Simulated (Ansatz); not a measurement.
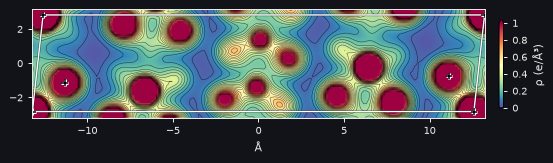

The valence electron density on a plane through atoms (crosses mark nuclei in the plane).

These are results of DFT PBE+D3(BJ), scalar-relativistic, plane waves, PAW (Ansatz), not measurements.

Candidates:
A. WSe2, a = 3.28 Å, b = 3.28 Å, c = 25.59 Å, α = 90.00°, β = 90.00°, γ = 120.00°. Space group P6₃/mmc; a structure from a database of computed crystals, not necessarily the ambient phase.
B. SnSe2, a = 3.84 Å, b = 3.84 Å, c = 6.01 Å, α = 90.00°, β = 90.00°, γ = 120.00°. Space group P-3m1.

**Which candidate gave the map?**

Candidate A: WSe2 on the (111) plane of the calculation cell, which holds W and Se. W–Se (2.53 Å): ρ is about 0.55 e/Å³ halfway.
